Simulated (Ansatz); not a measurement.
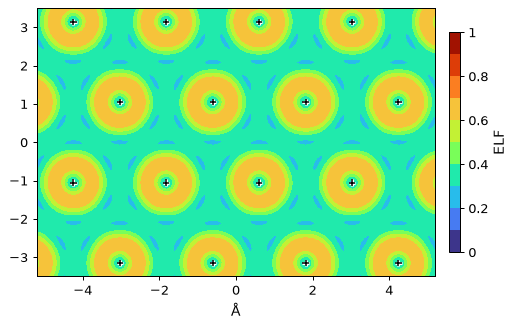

The ELF on a plane through atoms (crosses mark nuclei in the plane).

Computed with DFT r2SCAN, scalar-relativistic, plane waves, PAW in Ansatz 0.2.0.

Candidates:
A. Ir, a = 2.42 Å, b = 2.42 Å, c = 8.37 Å, α = 90.00°, β = 90.00°, γ = 120.00°. Space group R-3m; computed pressure about 65 GPa in this cell; computed without spin polarisation.
B. Al$_{3}$Cu, a = 2.78 Å, b = 2.78 Å, c = 7.51 Å, α = 90.00°, β = 90.00°, γ = 90.00°. Space group P4/mmm; a structure from a database of computed crystals, not necessarily the ambient phase; computed without spin polarisation.
C. Ta$_{4}$C$_{3}$, a = 4.42 Å, b = 4.42 Å, c = 4.42 Å, α = 90.00°, β = 90.00°, γ = 90.00°. Space group Pm-3m; a structure from a database of computed crystals, not necessarily the ambient phase.

> Which candidate gave the map?

Candidate A: Ir on the (001) plane of the conventional cell, which holds Ir. Ir–Ir (2.42 Å): the ELF is about 0.35 at the midpoint.
